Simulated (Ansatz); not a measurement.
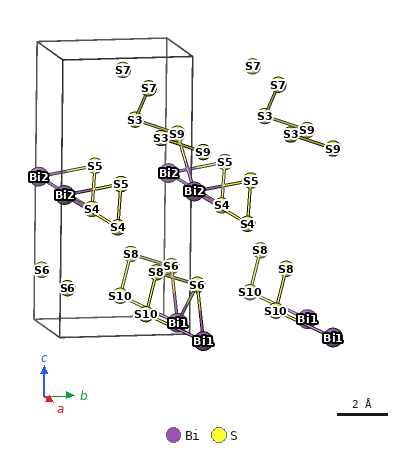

Solid BiS₄ (a generated structure, set up in P1) (coarse preliminary run), before the relaxation. The picture is a ball-and-stick view of the cell of the calculation, repeated 2 × 2 × 1 with one cell outlined, seen slightly off an axis.

Level of theory: Ansatz 0.2.0, DFT PBE, scalar-relativistic, plane waves, PAW.

Input file:
```yaml
crystal:
  lattice:
    - [4.9004549609, 0.0, 0.0]
    - [0.180044812, 5.2779929209, 0.0]
    - [0.6026872179, -0.0026926577, 11.3450515213]
  atoms:
    - { symbol: Bi, position: [0.8433344909, 0.9386473908, 0.0311014814] }
    - { symbol: Bi, position: [0.0815834673, 0.0083121805, 0.5187939367] }
    - { symbol: S, position: [0.8815143998, 0.5859074577, 0.769748586] }
    - { symbol: S, position: [0.6833669829, 0.3005286499, 0.4384789213] }
    - { symbol: S, position: [0.3909742028, 0.3796376262, 0.5739885684] }
    - { symbol: S, position: [0.2078817085, 0.0135269829, 0.1913989782] }
    - { symbol: S, position: [0.1600387809, 0.6314769611, 0.9004670667] }
    - { symbol: S, position: [0.3494267351, 0.669711921, 0.2495359355] }
    - { symbol: S, position: [0.7625352307, 0.9370561507, 0.7066607326] }
    - { symbol: S, position: [0.6393440013, 0.5351946791, 0.1198257934] }
basis:
  ecutwfc: 420
kpoints:
  mp_grid: { grid: [4, 4, 2] }
hamiltonian:
  xc: pbe
scf:
  occupations: { method: gaussian, width: 0.1 }
  lower_state_search: "off"
output:
  forces: true
  stress: true
  eigenvalues: true
relax:
  adjacent_minimum: "off"
  f_tol: 0.04
  max_steps: 70
  cell: { stress_tol: 0.4 }
```

Command:
```bash
ansatz run input.yaml --threads 1 --pin off --max-ram 2560MiB --backend cpu --events-out ev --progress --plain --runs-dir out
```

**What does the optimiser find from here?**

The energy falls by 6.7 meV per atom in 15 accepted moves (19 points after the start). The largest force component goes from 0.028 to 0.032 eV/Å. The pressure goes from 0.26 to 0.06 GPa. The line search rejected the trial steps at points 8, 14, 16 of the run. At 1 point the geometry stayed and the basis and grid were re-selected for the new cell (energy shift of 0.5 meV per atom at most each time). Bi1 moves most relative to the cell: 0.58 Å roughly along [−2 −1 0]. By element the largest moves are Bi 0.58 Å, S 0.49 Å. The volume changes by +3.1 %, with a 4.900 → 4.483 Å (−8.5 %), b 5.281 → 5.685 Å (+7.6 %), c 11.361 → 12.074 Å (+6.3 %), α 89.9° → 92.9°, β 87.0° → 89.7°, γ 88.0° → 79.8°. Some distances before and after: Bi2–S4 3.454 → 3.134 Å, Bi1–S6 3.534 → 3.253 Å, Bi2–S9 2.612 → 2.673 Å, Bi1–S6 (another image) 2.657 → 2.688 Å. Bond angles that change, for instance: Bi2–S5–S4 94.0° → 82.8°, S5–Bi2–S9 105.0° → 114.1°, Bi2–S4–S5 109.6° → 101.2°. The space group stays P1 (No. 1).

History of the run:

```json
{"step": "0", "E − E(0), meV/atom": "0.00", "largest force component, eV/Å": "0.0281", "pressure, GPa": "0.26", "volume, Å³/atom": "29.343", "note": ""}
{"step": "1", "E − E(0), meV/atom": "-1.13", "largest force component, eV/Å": "0.0808", "pressure, GPa": "0.01", "volume, Å³/atom": "30.240", "note": ""}
{"step": "2", "E − E(0), meV/atom": "-1.68", "largest force component, eV/Å": "0.0750", "pressure, GPa": "-0.05", "volume, Å³/atom": "30.794", "note": ""}
{"step": "3", "E − E(0), meV/atom": "-2.10", "largest force component, eV/Å": "0.0378", "pressure, GPa": "-0.03", "volume, Å³/atom": "30.985", "note": ""}
{"step": "4", "E − E(0), meV/atom": "-2.42", "largest force component, eV/Å": "0.0325", "pressure, GPa": "0.01", "volume, Å³/atom": "31.115", "note": ""}
{"step": "5", "E − E(0), meV/atom": "-2.82", "largest force component, eV/Å": "0.0405", "pressure, GPa": "-0.01", "volume, Å³/atom": "31.232", "note": ""}
{"step": "6", "E − E(0), meV/atom": "-2.85", "largest force component, eV/Å": "0.1613", "pressure, GPa": "-0.08", "volume, Å³/atom": "31.384", "note": ""}
{"step": "7", "E − E(0), meV/atom": "-3.53", "largest force component, eV/Å": "0.0791", "pressure, GPa": "0.04", "volume, Å³/atom": "31.201", "note": ""}
{"step": "8", "E − E(0), meV/atom": "-2.37", "largest force component, eV/Å": "0.1930", "pressure, GPa": "-0.18", "volume, Å³/atom": "30.973", "note": "rejected"}
{"step": "9", "E − E(0), meV/atom": "-4.18", "largest force component, eV/Å": "0.0387", "pressure, GPa": "0.05", "volume, Å³/atom": "31.090", "note": ""}
{"step": "10", "E − E(0), meV/atom": "-4.40", "largest force component, eV/Å": "0.0606", "pressure, GPa": "-0.08", "volume, Å³/atom": "31.070", "note": ""}
{"step": "11", "E − E(0), meV/atom": "-4.65", "largest force component, eV/Å": "0.0558", "pressure, GPa": "-0.04", "volume, Å³/atom": "31.032", "note": ""}
{"step": "12", "E − E(0), meV/atom": "-5.04", "largest force component, eV/Å": "0.0469", "pressure, GPa": "-0.01", "volume, Å³/atom": "30.912", "note": ""}
{"step": "13", "E − E(0), meV/atom": "-5.39", "largest force component, eV/Å": "0.0653", "pressure, GPa": "0.02", "volume, Å³/atom": "30.750", "note": ""}
{"step": "14", "E − E(0), meV/atom": "-5.06", "largest force component, eV/Å": "0.1454", "pressure, GPa": "0.06", "volume, Å³/atom": "30.436", "note": "rejected"}
{"step": "15", "E − E(0), meV/atom": "-5.60", "largest force component, eV/Å": "0.0952", "pressure, GPa": "0.02", "volume, Å³/atom": "30.564", "note": ""}
{"step": "16", "E − E(0), meV/atom": "-5.35", "largest force component, eV/Å": "0.2109", "pressure, GPa": "0.07", "volume, Å³/atom": "30.347", "note": "rejected"}
{"step": "17", "E − E(0), meV/atom": "-6.10", "largest force component, eV/Å": "0.0637", "pressure, GPa": "-0.08", "volume, Å³/atom": "30.381", "note": ""}
{"step": "18", "E − E(0), meV/atom": "-6.23", "largest force component, eV/Å": "0.0317", "pressure, GPa": "0.03", "volume, Å³/atom": "30.244", "note": ""}
{"step": "19", "E − E(0), meV/atom": "-6.74", "largest force component, eV/Å": "0.0315", "pressure, GPa": "0.06", "volume, Å³/atom": "30.244", "note": "same geometry, new basis"}
```

The structure at the end:

```
CELL_PARAMETERS angstrom
4.46724 0.35900 -0.09367
0.55078 5.65590 -0.16101
0.33237 -0.29742 12.06604
ATOMIC_POSITIONS crystal
Bi 0.74099 0.89042 0.03763
Bi 0.16959 0.03393 0.54565
S 0.91120 0.65924 0.75805
S 0.69218 0.23587 0.43044
S 0.41172 0.41988 0.55725
S 0.13888 0.96460 0.19582
S 0.16410 0.65483 0.90234
S 0.34482 0.63803 0.24616
S 0.77964 0.00874 0.71097
S 0.64688 0.49445 0.11569
```

After the run, drawn alike:

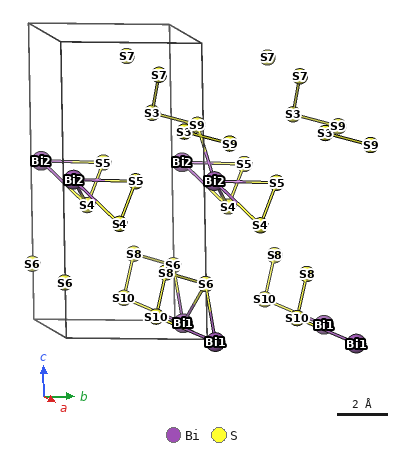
